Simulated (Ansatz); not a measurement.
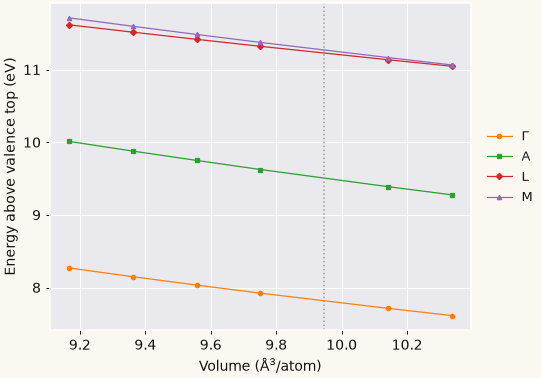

Lowest conduction level at each named k point, counted from the valence-band top at Γ. One run is left out (dotted line).

System: wurtzite LiF, space group P6_3mc, 4 atoms in the cell. The cell is scaled at fixed shape and fractional positions. At 9.75 Å³/atom, a = 3.061 Å, c = 4.807 Å (hexagonal axes). Level of theory: PBE, Ansatz PAW, no spin polarisation, no spin-orbit coupling, 10×10×6 k mesh, 420 eV cutoff; code Ansatz 0.2.0.

| volume | Γ (eV) | A (eV) | L (eV) | M (eV) |
| --- | --- | --- | --- | --- |
| 9.17 Å³/atom | 8.27 | 10.01 | 11.62 | 11.71 |
| 9.36 Å³/atom | 8.15 | 9.88 | 11.52 | 11.60 |
| 9.56 Å³/atom | 8.03 | 9.75 | 11.42 | 11.48 |
| 9.75 Å³/atom | 7.92 | 9.62 | 11.32 | 11.37 |
| 10.14 Å³/atom | 7.71 | 9.39 | 11.14 | 11.17 |
| 10.34 Å³/atom | 7.61 | 9.28 | 11.05 | 11.06 |

Q: Fill in the row for 9.95 Å³/atom.

A: Fits through the other points against the logarithm of the volume give 7.82 eV at Γ, 9.51 eV at A, 11.23 eV at L and 11.27 eV at M (straight lines). The run itself gives 7.82, 9.50, 11.23 and 11.27 eV, within 0.01 eV of the estimates.

LDA, GGA and most meta-GGA functionals understate gaps. The usual form of LiF is rocksalt.
